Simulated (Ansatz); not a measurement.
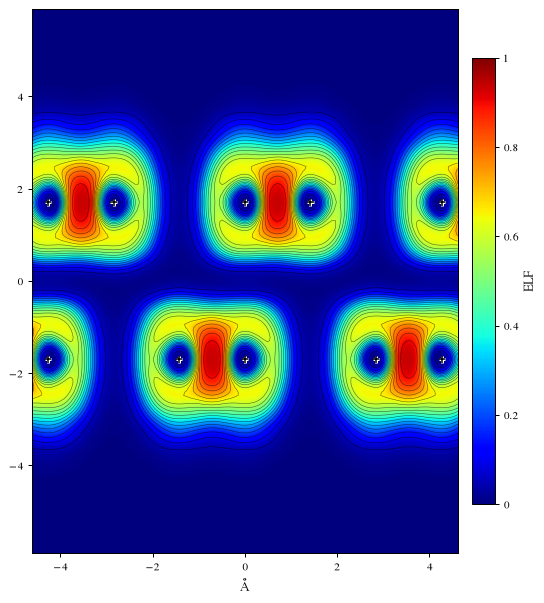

The ELF on a plane through atoms (crosses mark nuclei in the plane).

Computed with DFT PBE+D3(BJ), scalar-relativistic, plane waves, PAW in Ansatz 0.2.0.

Candidates:
A. C (slab), a = 2.47 Å, b = 2.47 Å, c = 32.74 Å, α = 90.00°, β = 90.00°, γ = 120.00°. 
B. ZrS2, a = 3.64 Å, b = 3.64 Å, c = 5.72 Å, α = 90.00°, β = 90.00°, γ = 120.00°. Space group P-3m1; a structure from a database of computed crystals, not necessarily the ambient phase.
C. TiTe2, a = 3.70 Å, b = 3.70 Å, c = 6.38 Å, α = 90.00°, β = 90.00°, γ = 120.00°. Space group P-3m1; computed without spin polarisation.

Which candidate gave the map?

Candidate A: C on the (110) plane of the calculation cell, a cut from vacuum to vacuum, which holds C. C–C (1.42 Å): the ELF peaks at about 0.95 between the atoms.
